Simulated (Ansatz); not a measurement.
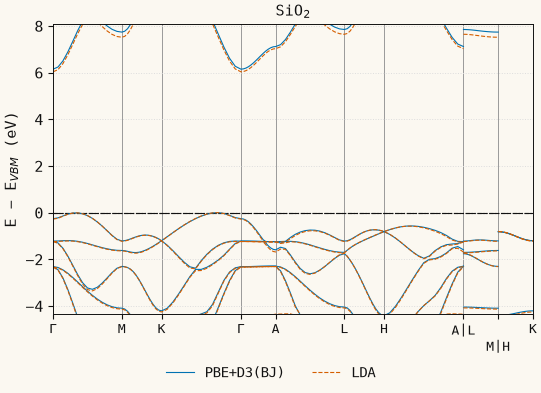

Band structures of SiO₂, space group P-3m1, 3 atoms in the cell, by two methods on the same cell. Each is counted from its own valence-band top.

How do the methods compare?

Answer. PBE+D3(BJ) gives a gap of 6.15 eV along the path and LDA gives a gap of 6.03 eV along the path. Over the top 3 filled bands the two differ by 0.02 eV on average.

Settings. PBE+D3(BJ): DFT PBE+D3(BJ), scalar-relativistic, plane waves, PAW, no spin polarisation, 12×12×6 k mesh, 420 eV cutoff, Gaussian smearing of 0.02 eV (Ansatz 0.2.0). LDA: DFT LDA, scalar-relativistic, plane waves, PAW, no spin polarisation, 12×12×6 k mesh, 420 eV cutoff, Gaussian smearing of 0.02 eV (Ansatz 0.2.0).

The structure is an invented one, so it need not be a known or stable phase.
